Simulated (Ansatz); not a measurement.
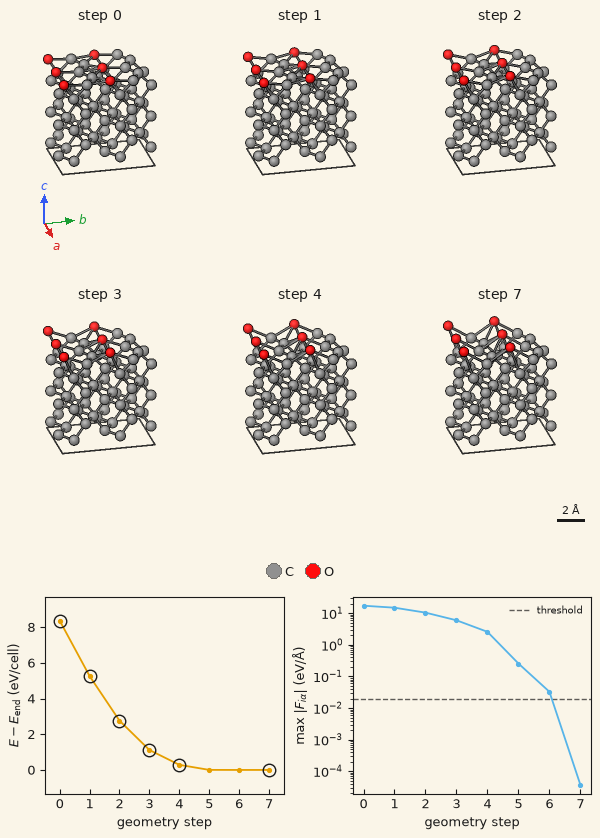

Frames of a constrained relaxation of a slab of composition C12O (cut from the Fd-3m phase), marked on the history of the run. A ball-and-stick model of the 2 × 2 repeat of the cell, outlined in the plane, without the vacuum, seen from a free direction.

Case: O over the place (0/4, 2/4) of the surface cell, its height relaxed. The slab is the (1 1 0) face of C with O on it. 12 atoms are held fixed.

These are results of DFT PBEsol, scalar-relativistic, plane waves, PAW (Ansatz 0.2.0), not measurements. (plane-wave cutoff 420 eV; k-point mesh 11 × 8 × 1; occupations gaussian; smearing width 0.05 eV; collinear spin; dipole correction; atoms relaxed in a fixed cell; force threshold 0.02 eV/Å; at most 25 steps)

### Describe the path.

The energy falls by 8.363 eV per cell of the calculation in 7 geometry steps. Largest force component: 17 eV/Å at the start, under 0.0001 eV/Å at the end. The largest move is that of the O atom, 1.01 Å along the normal (+c). C stays in place. The cell stays as it was. Among the contacts that change: C–O 1.426 → 2.347 Å, C–O 1.749 → 2.556 Å, C–O 1.677 → 2.038 Å, C–O 1.784 → 2.127 Å. The program noted that the starting moments weren't kept. The run may lie on a higher electronic state than the lowest, so the end point isn't shown to be the ground-state structure. From step 0 to 1: the O atom moves most (0.19 Å), energy −3.103 eV per cell of the calculation. From step 1 to 2: the O atom moves most (0.19 Å), energy −2.500 eV per cell of the calculation. From step 2 to 3: the O atom moves most (0.20 Å), energy −1.641 eV per cell of the calculation. From step 3 to 4: the O atom moves most (0.20 Å), energy −0.833 eV per cell of the calculation. From step 4 to 7: the O atom moves most (0.22 Å), energy −0.287 eV per cell of the calculation.

Limits of the set-up: the periodic images lie only 2.5 Å apart, so the values are limited by the cell's size.
